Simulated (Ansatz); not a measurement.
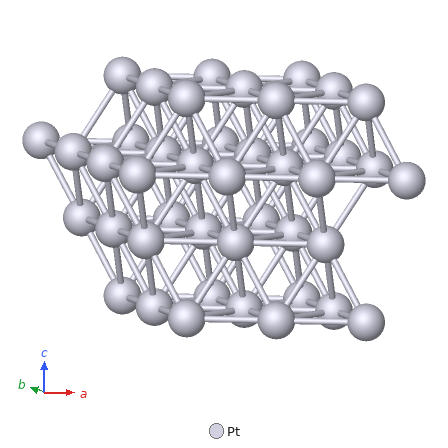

System: H on a slab of content Pt. The picture shows the clean slab (repeated in the plane, vacuum cut away).

Starting cell:
```xyz
4
Lattice="2.7705 0.0000 0.0000 -1.3852 2.3993 0.0000 0.0000 0.0000 23.7863" Properties=species:S:1:pos:R:3 pbc="T T T"
Pt    1.3853    0.7998    8.5000
Pt    0.0000    1.5995   10.7621
Pt    0.0000    0.0000   12.9985
Pt    1.3853    0.7998   15.2656
```

Input of one of the runs behind the figure:
```
crystal:
  lattice:
    - [2.7704872837, 0.0, 0.0]
    - [-1.3852436419, 2.3993123686, 0.0]
    - [0.0, 0.0, 25.7862801841]
  atoms:
    - { symbol: Pt, position: [0.6666666667, 0.3333333333, 0.329632655] }
    - { symbol: Pt, position: [0.3333333333, 0.6666666667, 0.4173573434] }
    - { symbol: Pt, position: [0.0, 0.0, 0.5040837654] }
    - { symbol: Pt, position: [0.6666666667, 0.3333333333, 0.5920075958] }
    - { symbol: H, position: [0.0, 0.0, 0.6106221457] }
basis:
  ecutwfc: 420
kpoints:
  mp_grid: { grid: [12, 12, 1] }
hamiltonian:
  xc: pbesol
scf:
  occupations: { method: gaussian, width: 0.1 }
output:
  forces: true
  eigenvalues: true
  write_density: true
  write_potential: true
  elf: true
  volumetric_format: npy
relax:
  adjacent_minimum: "off"
  f_tol: 0.03
  max_steps: 70
  constraints: [{ sites: [0, 1] }]
efield:
  axis: 3
  dipole_correction: true
  ramp_width: 0.04
```

Run as:
```bash
ansatz run input.yaml --threads 2 --pin off --max-ram 5120MiB --backend cpu --events-out ev --progress --plain --runs-dir out
```

Method: adsorption at several starting sites on a slab cut from the named crystal, one adsorbate a surface cell, the lower planes held, the adsorption energy counts from the clean slab and the free, spin-polarised adsorbate, negative where bound, plane waves with PAW datasets, Γ-centred k mesh (Ansatz 0.2.0). Level: PBEsol, no spin polarisation.

crystal formula Pt; crystal space group number 225; Miller index h 1; Miller index k 1; Miller index l 1; top plane Pt; bottom plane Pt; planes 4; surface cell (1, 1); slab thickness as cut 6.79 Å; vacuum 17 Å; surface area 6.647 Å²; wave cutoff 420 eV; k mesh 12×12×1; occupations Gaussian; smearing width 0.1 eV; boundary dipole corrected; adsorbate H.

Sites are named by a rule of distances and placed in fractions of the cell vectors a and b; the slab's top layers relax too; key: 1 = top site at (0.67, 0.33); 2 = hollow site at (0.00, 0.00); 3 = bridge site at (0.17, 0.83).

Predict the adsorption energy of each starting site.

The adsorbate slid sideways from no. 3 (by 0.8 Å). Among these starts the lowest is no. 3, at −2.869 eV; the next, no. 2, is 0.053 eV higher.

```tsv
starting site	adsorption energy (eV)	height over highest slab atom (Å)	lateral move (Å)	dipole change (e Å)
no. 1	-2.794	1.554	0.00	0.034
no. 2	-2.816	0.930	0.00	0.024
no. 3	-2.869	0.927	0.77	0.024
```

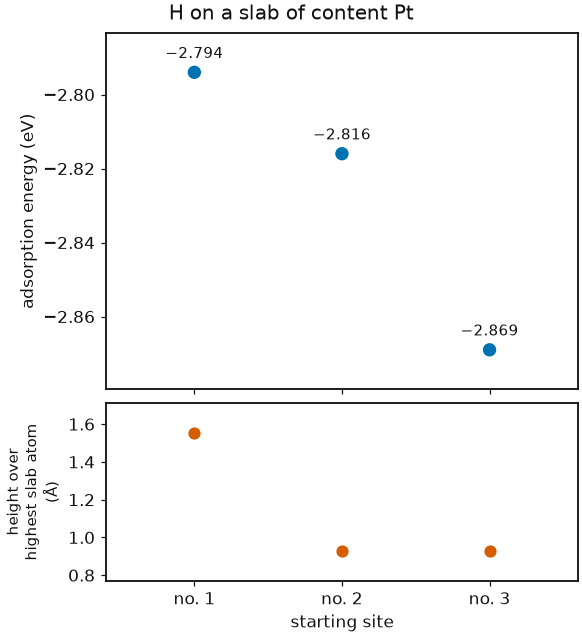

Keep in mind: xc potential rough in thin density.
